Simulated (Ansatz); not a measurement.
## P: 8 runs along one coordinate

System: P (P1, 4 atoms in the cell).
Method: DFT PBEsol, scalar-relativistic, plane waves, PAW, no spin polarisation (Ansatz 0.2.0).

The 8 runs differ only in the geometry, by a shift of atoms along one path in a fixed cell. The shift s is measured from run 5: P1 moves along the Cartesian direction (−1.00, 0.00, 0.00). The structure derives from a Materials Project entry.

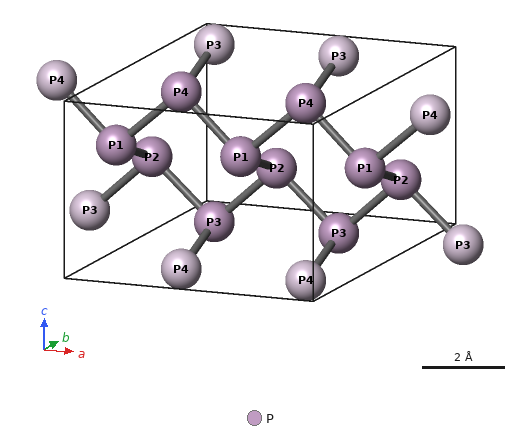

Figure 1. The structure of run 5 (ball-and-stick view of the 2 × 1 repeat of the cell, with the vacuum cut short, seen slightly off an axis; neighbours outside the cell are drawn fainter; atoms are numbered from 1 in the order of the input). An atom can appear more than once, as a periodic image.

**Input of run 5**
```yaml
crystal:
  lattice:
    - [3.2843671017, 0.0, 0.0]
    - [0.0, 34.8747470704, 0.0]
    - [0.0, 0.0, 4.4369100789]
  atoms:
    - { symbol: P, position: [-0.0228354498, 0.9696876236, 0.5826201292] }
    - { symbol: P, position: [0.0, 0.0303123764, 0.4173798708] }
    - { symbol: P, position: [0.5, 0.0303123764, 0.0826201292] }
    - { symbol: P, position: [0.5, 0.9696876236, 0.9173798708] }
basis:
  ecutwfc: 420
kpoints:
  mp_grid: { grid: [8, 1, 6] }
hamiltonian:
  xc: pbesol
scf:
  occupations: { method: gaussian, width: 0.05 }
output:
  forces: true
  stress: true
  eigenvalues: true
```

Command:
```bash
ansatz run input.yaml --threads 1 --pin off --max-ram 2560MiB --backend cpu --events-out ev --progress --plain --runs-dir out
```

Run 3 differs from it as follows:
```diff
-    - { symbol: P, position: [-0.0228354498, 0.9696876236, 0.5826201292] }
+    - { symbol: P, position: [-0.0076118166, 0.9696876236, 0.5826201292] }
```

**Results, with one run withheld**

| run | shift s of P1 (Å) | free energy per atom, from the lowest run given (meV) | pressure (GPa) | gap on the mesh (eV) | force along the path (eV/Å) |
| --- | --- | --- | --- | --- | --- |
| 1 | −0.2750 | 53.36 | 0.17 | 0.64 | 2.277 |
| 2 | −0.1750 | 10.67 | 0.04 | 0.69 | 1.138 |
| 3 | −0.0500 | ? | ? | ? | ? |
| 4 | −0.0250 | 0.00 | 0.01 | 0.70 | −0.569 |
| 5 | 0.0000 | 4.44 | 0.03 | 0.69 | −0.853 |
| 6 | 0.0500 | 18.67 | 0.07 | 0.68 | −1.423 |
| 7 | 0.0750 | 28.45 | 0.09 | 0.67 | −1.708 |
| 8 | 0.1000 | 40.02 | 0.13 | 0.66 | −1.992 |

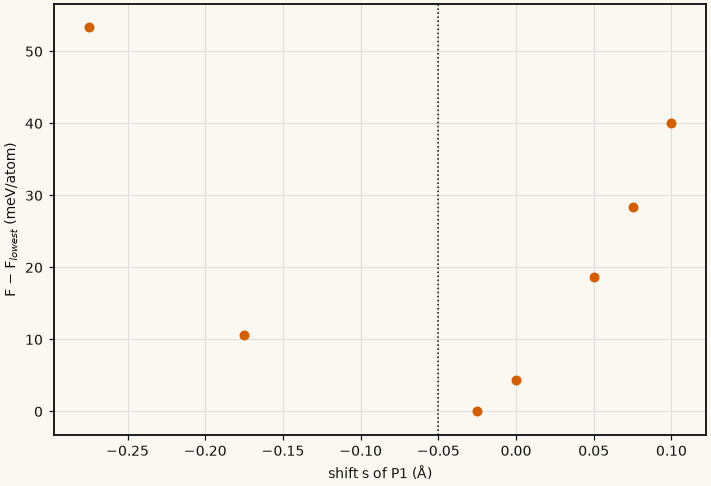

Figure 2. Free energy per atom of the runs given; the dotted line marks run 3.

Estimate the energy of run 3 from the others.

A cubic polynomial in the coordinate, fitted to the 7 runs given, misses them by under 0.01 meV per atom. With x = s + 0.0357, it reads F = −1.364 + 111.82 x + 1423.1 x² + 0.63081 x³ (meV per atom). At run 3 it gives −2.67 meV per atom, and the run itself gives −2.67. The slope of the fit gives a force −dF/ds of −0.284 eV/Å along the path (summed over the atoms that move), and the printed forces give −0.284 eV/Å. The fit has its minimum at s = −0.0750 Å. The gap on the mesh lies between 0.64 eV (run 1) and 0.70 eV (run 3); run 3 has 0.70 eV. These are gaps of this functional on this mesh, which can miss the band edges; they aren't the measured gap.

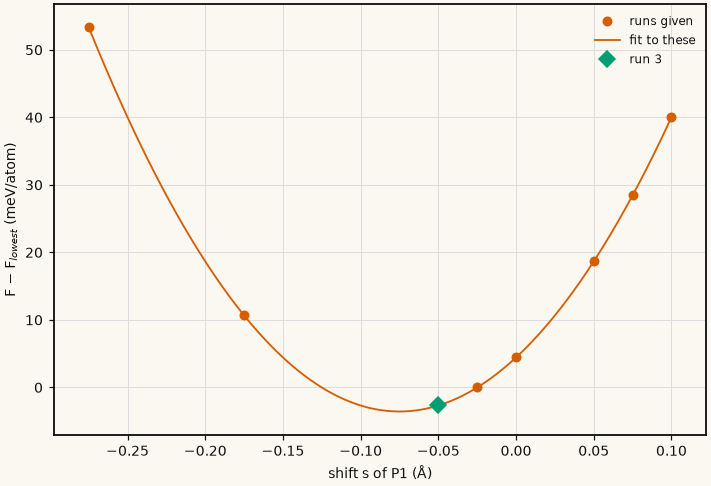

Figure 3. The fit and the withheld run.

**Output, shortened to warnings, some set-up lines, iterations and results (run 3)**
```
Basis set: ecut = 420 eV, 9997 PW (Γ), exchange–correlation on 48×480×60 points (8 copies of the dense FFT grid, shifted against one another)
Symmetry: 1 space group operations
k-points: 26 of 48 (time reversal used)
Initial density: superposition of atomic densities (neutral atoms: chi_scale 0, normalization atom), corrected by the library's trained network
[...]
SCF iter   1: F=—  HF=-2959.923884 eV  |F-HF|=—  |Δ(HF+E_count)|=         —  Δρ=1.32e-3  dr2=1.06e-2  ethr=1.77e-3  ⟨swp⟩=10.8  Hψ=3328  notcnv=0
SCF iter   2: F=—  HF=-2959.922401 eV  |F-HF|=—  |Δ(HF+E_count)|=   1.48e-3  Δρ=5.90e-4  dr2=1.56e-3  ethr=5.31e-5  ⟨swp⟩=2.5  Hψ=901  notcnv=0
SCF iter   3: F=—  HF=-2959.922503 eV  |F-HF|=—  |Δ(HF+E_count)|=   1.02e-4  Δρ=1.44e-4  dr2=1.81e-4  ethr=7.82e-6  ⟨swp⟩=2.6  Hψ=580  notcnv=0
SCF iter   4: F=—  HF=-2959.922505 eV  |F-HF|=—  |Δ(HF+E_count)|=   2.56e-6  Δρ=4.59e-5  dr2=1.16e-5  ethr=9.04e-7  ⟨swp⟩=2.5  Hψ=654  notcnv=0
SCF iter   5: F=—  HF=-2959.922520 eV  |F-HF|=—  |Δ(HF+E_count)|=   1.46e-5  Δρ=1.71e-5  dr2=6.06e-6  ethr=5.80e-8  ⟨swp⟩=2.6  Hψ=656  notcnv=0
SCF iter   6: F=—  HF=-2959.922521 eV  |F-HF|=—  |Δ(HF+E_count)|=   8.32e-7  Δρ=1.20e-5  dr2=5.43e-6  ethr=3.03e-8  ⟨swp⟩=2.0  Hψ=455  notcnv=0
SCF iter   7: F=—  HF=-2959.922520 eV  |F-HF|=—  |Δ(HF+E_count)|=   2.93e-7  Δρ=4.68e-6  dr2=7.74e-7  ethr=2.72e-8  ⟨swp⟩=1.7  Hψ=390  notcnv=0
SCF iter   8: F=-2959.922520 eV  HF=-2959.922520 eV  |F-HF|=3.84e-9  |Δ(HF+E_count)|=   3.47e-9  Δρ=8.07e-7  dr2=1.13e-8  ethr=5.00e-10  ⟨swp⟩=5.8  Hψ=2095  notcnv=0
SCF 1 converged in 8 iterations: F = -2959.922520 eV  dr2 = 1.13e-8
SCF converged after 8 iterations
Free energy (F): -2959.922520 eV
Harris-Foulkes:  -2959.922520 eV  (|F-HF|=3.84e-9)
Internal energy: -2959.922520 eV  (E = F + TS)
E sigma→0 (E₀):  -2959.922520 eV
Fermi energy:    -2.794089 eV
--- Per-component energies (eV) ---
  E_band       = -187.805928
  E_kinetic    = 280.202317
  E_local      = -11452.967996  (includes V_loc(G=0)·N_el)
  E_nonlocal   = 136.515442
  E_hartree    = 5560.161031
  E_xc         = -242.927934
  E_vxc        = -241.265756  (∫ρ·V_xc dr)
  E_paw        = -2216.508242  (= ΣΔE_a)
  E_vpaw       = -30.612674  (= ΣTr[D̂ρ^β])
  E_aug_tail   = 0.000012  (compensation charges beyond the density's cutoff)
  E_ewald      = 4975.418465
  E_core_change = 0.184384  (= ΣΔE_core)
  E_smearing   = -0.000000  (= −TS)
  E_closure    = 0.000000  (closes the sum)
  Σ components = -2959.922520   (vs F -2959.922520, Δ=0.00e0)
--- Forces (eV/Å), atoms counted from 1 ---
  atom   1  P      0.28440701     0.00114586    -0.01378936
  atom   2  P     -0.02704528    -0.00147821     0.00388537
  atom   3  P     -0.02305326    -0.00102525    -0.00330868
  atom   4  P     -0.23430810     0.00137335     0.01321335
  max |Σ_I F_I| component: 1.58e-5 eV/Å
--- Stress (GPa, compression-positive) ---
        0.009980      -0.033392      -0.102979
       -0.033392      -0.001710       0.000383
       -0.102980       0.000383       0.005849
  P = ⅓ Tr σ = 0.0047 GPa (0.047 kbar)
```
